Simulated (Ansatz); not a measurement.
# PtS2: 8 runs along one coordinate

System: PtS2 (C2/m, 3 atoms in the cell).
Method: DFT PBE, scalar-relativistic, plane waves, PAW, no spin polarisation (Ansatz 0.2.0).

The 8 runs differ only in the geometry, by a strain of the cell at fixed fractional positions. Against run 5, the strain is εxx = η. The structure derives from an entry of the Crystallography Open Database.

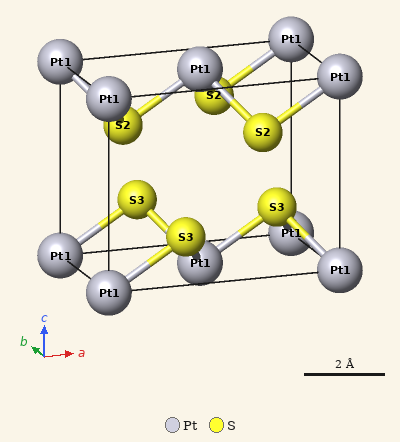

Figure 1. The structure of run 5 (ball-and-stick view of the cell 2 times as large as that of the calculation, set on its symmetry axes, seen slightly off an axis; atoms are numbered from 1 in the order of the input). An atom can appear more than once, as a periodic image.

### Input of run 5
```yaml
crystal:
  lattice:
    - [3.6317794627, 0.0, 0.0]
    - [-1.8158897313, 3.0685007567, 0.0]
    - [0.0, 0.0, 5.0388]
  atoms:
    - { symbol: Pt, position: [0.0, 0.0, 0.0] }
    - { symbol: S, position: [0.3333333333, 0.6666666667, 0.25] }
    - { symbol: S, position: [0.6666666667, 0.3333333333, 0.75] }
basis:
  ecutwfc: 420
kpoints:
  mp_grid: { grid: [12, 12, 8] }
hamiltonian:
  xc: pbe
scf:
  occupations: { method: gaussian, width: 0.05 }
output:
  forces: true
  stress: true
  eigenvalues: true
```

Command:
```bash
ansatz run input.yaml --threads 1 --pin off --max-ram 2560MiB --backend cpu --events-out ev --progress --plain --runs-dir out
```

Lattice vectors (Å) and fractional positions of run 5:
```
   3.631779    0.000000    0.000000
  -1.815890    3.068501    0.000000
   0.000000    0.000000    5.038800
Pt  0.000000  0.000000  0.000000
S   0.333333  0.666667  0.250000
S   0.666667  0.333333  0.750000
```

Run 4 differs from it as follows:
```diff
-    - [3.6317794627, 0.0, 0.0]
-    - [-1.8158897313, 3.0685007567, 0.0]
+    - [3.4546194889, 0.0, 0.0]
+    - [-1.7273097444, 3.0685007567, 0.0]
```

### Results, with one run withheld

| run | strain parameter η (%) | free energy per atom, from the lowest run given (meV) | pressure (GPa) | gap on the mesh (eV) |
| --- | --- | --- | --- | --- |
| 1 | −12.1951 | 233.73 | 25.37 | 0.25 |
| 2 | −9.7561 | 132.94 | 18.13 | 0.36 |
| 3 | −7.3171 | 63.03 | 11.98 | 0.47 |
| 4 | −4.8780 | ? | ? | ? |
| 5 | 0.0000 | 0.00 | −1.30 | 0.43 |
| 6 | 2.4390 | 16.86 | −4.36 | 0.31 |
| 7 | 4.8780 | 47.92 | −6.88 | 0.20 |
| 8 | 7.3171 | 90.72 | −8.94 | 0.04 |

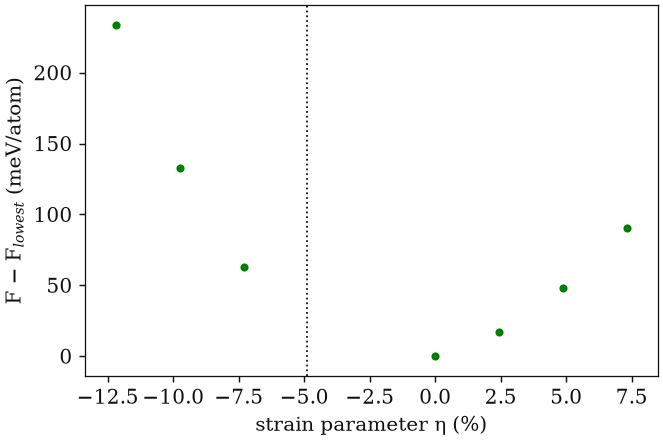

Figure 2. Free energy per atom of the runs given; the dotted line marks run 4.

Estimate the energy of run 4 from the others.

A cubic polynomial in the coordinate, fitted to the 7 runs given, misses them by at most 0.44 meV per atom. With x = η + 2.0906, it reads F = −1.8281 − 2.6616 x + 1.6711 x² − 0.036694 x³ (meV per atom). At run 4 it gives 19.37 meV per atom, and the run itself gives 19.94. The fit has its minimum at η = −1.2722 %. The fit misses that run by 0.57 meV per atom. The gap on the mesh lies between 0.04 eV (run 8) and 0.56 eV (run 4); run 4 has 0.56 eV. These are gaps of this functional on this mesh, which can miss the band edges; they aren't the measured gap.

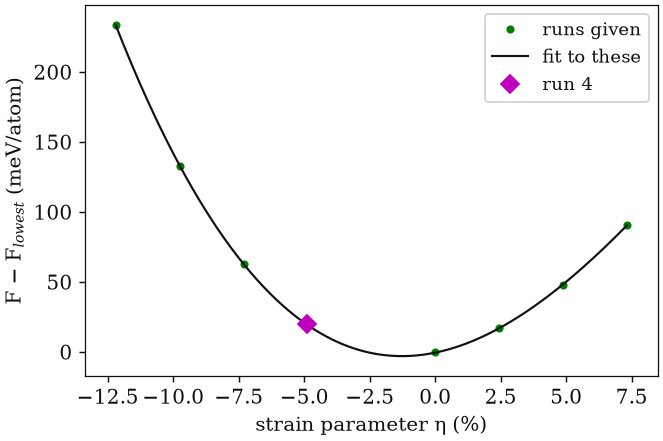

Figure 3. The fit and the withheld run.

### Output, shortened to warnings, some set-up lines, iterations and results (run 4)
```
Basis set: ecut = 420 eV, 1035 PW (Γ), exchange–correlation on 48×48×72 points (8 copies of the dense FFT grid, shifted against one another)
Symmetry: 4 space group operations
k-points: 320 of 1152
Initial density: superposition of atomic densities (neutral atoms: chi_scale 0, normalization atom), corrected by the library's trained network
[...]
SCF iter   1: F=—  HF=-14328.099438 eV  |F-HF|=—  |Δ(HF+E_count)|=         —  Δρ=3.26e-3  dr2=2.89e-3  ethr=1.77e-3  ⟨swp⟩=5.2  Hψ=29935  notcnv=0
SCF iter   2: F=—  HF=-14328.100042 eV  |F-HF|=—  |Δ(HF+E_count)|=   6.03e-4  Δρ=1.72e-3  dr2=9.88e-4  ethr=9.63e-6  ⟨swp⟩=2.3  Hψ=10844  notcnv=0
SCF iter   3: F=—  HF=-14328.100286 eV  |F-HF|=—  |Δ(HF+E_count)|=   2.44e-4  Δρ=2.47e-4  dr2=2.84e-5  ethr=3.29e-6  ⟨swp⟩=2.0  Hψ=9432  notcnv=0
SCF iter   4: F=—  HF=-14328.100348 eV  |F-HF|=—  |Δ(HF+E_count)|=   6.25e-5  Δρ=9.59e-5  dr2=4.52e-6  ethr=9.46e-8  ⟨swp⟩=2.3  Hψ=9489  notcnv=0
SCF iter   5: F=—  HF=-14328.100353 eV  |F-HF|=—  |Δ(HF+E_count)|=   4.98e-6  Δρ=1.76e-5  dr2=2.15e-7  ethr=1.51e-8  ⟨swp⟩=2.0  Hψ=9582  notcnv=0
SCF iter   6: F=-14328.100353 eV  HF=-14328.100353 eV  |F-HF|=1.42e-8  |Δ(HF+E_count)|=   2.88e-7  Δρ=4.17e-6  dr2=9.74e-9  ethr=3.33e-10  ⟨swp⟩=5.2  Hψ=26372  notcnv=0
SCF 1 converged in 6 iterations: F = -14328.100353 eV  dr2 = 9.74e-9
SCF converged after 6 iterations
Free energy (F): -14328.100353 eV
Harris-Foulkes:  -14328.100353 eV  (|F-HF|=1.42e-8)
Internal energy: -14328.100353 eV  (E = F + TS)
E sigma→0 (E₀):  -14328.100353 eV
Fermi energy:    11.811588 eV
--- Per-component energies (eV) ---
  E_band       = -303.480146
  E_kinetic    = 852.169328
  E_local      = -2989.362959  (includes V_loc(G=0)·N_el)
  E_nonlocal   = 255.439088
  E_hartree    = 1177.481777
  E_xc         = -456.782222
  E_vxc        = -478.841788  (∫ρ·V_xc dr)
  E_paw        = -10654.006574  (= ΣΔE_a)
  E_vpaw       = -297.845185  (= ΣTr[D̂ρ^β])
  E_aug_tail   = 0.000196  (compensation charges beyond the density's cutoff)
  E_ewald      = -2513.038987
  E_smearing   = -0.000000  (= −TS)
  E_closure    = 0.000000  (closes the sum)
  Σ components = -14328.100353   (vs F -14328.100353, Δ=0.00e0)
--- Forces (eV/Å), atoms counted from 1 ---
  atom   1  Pt     0.00000000     0.00000000     0.00000000
  atom   2  S     -0.00000000    -0.15590454    -0.03295431
  atom   3  S      0.00000000     0.15590454     0.03295431
  max |Σ_I F_I| component: 0.00e0 eV/Å
--- Stress (GPa, compression-positive) ---
       10.852151      -0.000000      -0.000000
       -0.000000       6.155131      -1.530589
       -0.000000      -1.530589       3.289812
  P = ⅓ Tr σ = 6.7657 GPa (67.657 kbar)
```

Notes: Spin–orbit coupling is left out, which matters for Pt.
